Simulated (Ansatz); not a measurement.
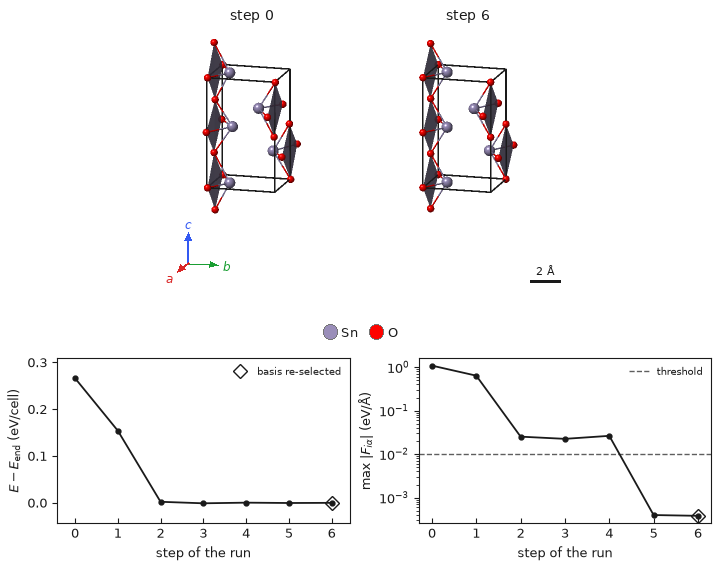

First and last geometry of a relaxation of crystalline SnO (set up in P1), with the history of the run. The picture is a polyhedral view of the cell of the calculation, seen slightly off an axis.

Case: a zone-boundary wave of random shape, sigma 0.05 Å; relaxed back.

All numbers below come from DFT PBE+D3(BJ), scalar-relativistic, plane waves, PAW in Ansatz. Set-up: plane-wave cutoff 420 eV; k-point mesh 10 × 8 × 6; occupations gaussian; smearing width 0.15 eV; no spin polarisation; cell and atoms relaxed; force threshold 0.01 eV/Å; at most 80 steps.

Question: What do the curves and the structures tell?

Answer: It converged. The largest moves relative to the cell, 0.11 Å, are those of Sn atoms. Largest moves by element: Sn 0.11 Å, O 0.10 Å. The drawn cell changes as follows: a unchanged at 3.837 Å, b 4.762 → 4.760 Å (0.0 %), c 7.674 → 7.671 Å (0.0 %); the volume changes by −0.1 %. Some distances before and after: O–Sn 2.365 → 2.241 Å, O–Sn 2.119 → 2.241 Å, O–Sn 2.342 → 2.241 Å, O–Sn 2.144 → 2.241 Å. Bond angles that change, for instance: Sn–O–Sn 112.4° → 105.5°, Sn–O–Sn 99.0° → 105.5°, Sn–O–Sn 123.5° → 117.8°. The space group (tolerance 0.01 Å) goes from P1 (No. 1) to P4/nmm (No. 129). Over 5 accepted moves (6 points after the start) the energy falls by 0.266 eV per cell of the calculation. The largest force component goes from 1.1 to 0.00038 eV/Å. Pressure: 0.71 GPa at the start and 0.01 GPa at the end. At 1 point the geometry stayed and the basis and grid were re-selected for the new cell (energy shift of 0.3 meV per cell of the calculation at most each time).
